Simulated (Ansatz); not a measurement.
```yaml
crystal:
  lattice:
    - [2.17900, -2.17900, 0.00000]
    - [2.17900, 2.17900, 0.00000]
    - [0.00000, 0.00000, 4.24905]
  atoms:
    - { symbol: Ta, position: [0.50000, 0.50000, 0.00000] }
    - { symbol: Ta, position: [0.00000, 0.00000, 0.50000] }
    - { symbol: N, position: [0.00000, 0.00000, 0.00000] }
    - { symbol: N, position: [0.50000, 0.50000, 0.50000] }
```

Space group I4/mmm; changed on purpose from its base cell (strain +0.000 along x and y, -0.025 along z, atoms carried along); computed pressure about 21 GPa in this cell.

Method: DFT r2SCAN, scalar-relativistic, plane waves, PAW in Ansatz.

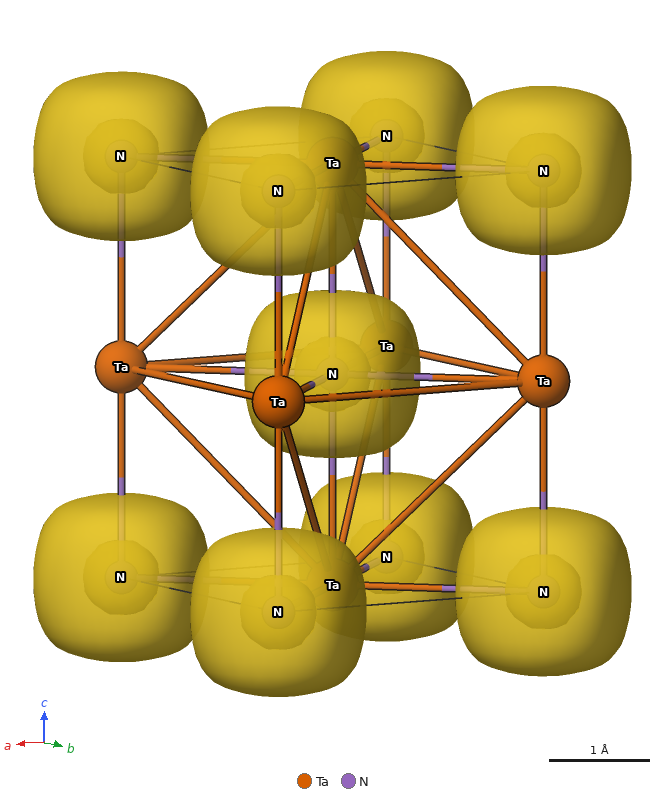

TaN. Isosurface of the electron localisation function at 0.6 (yellow), seen at an oblique angle. Core shells and regions of very low density are left out. Sticks mark near contacts.

Core electrons are frozen (PAW), and the valence fields are smoothed inside the atomic spheres.

Q: What do the ELF domains correspond to?

A: The surface consists of two regions wrapped around N (the valence shell of each), counted in one cell of 4 atoms. Regions shared between cells count once.

Values along the shortest contacts:
Ta–N (2.12 Å): the ELF peaks at about 0.80 in the valence shell of N, 0.6 Å from its nucleus, and is about 0.15 at the midpoint (no shared electron pair shows on this line). Ta–Ta (3.04 Å): the ELF is about 0.20 at the midpoint (no shared electron pair shows on this line).

Q: Metal or insulator at this level of theory?

A: It is metallic or semimetallic at this level of theory: no gap opens; semilocal functionals without U, or without the true magnetic order, often close the gap of such compounds.
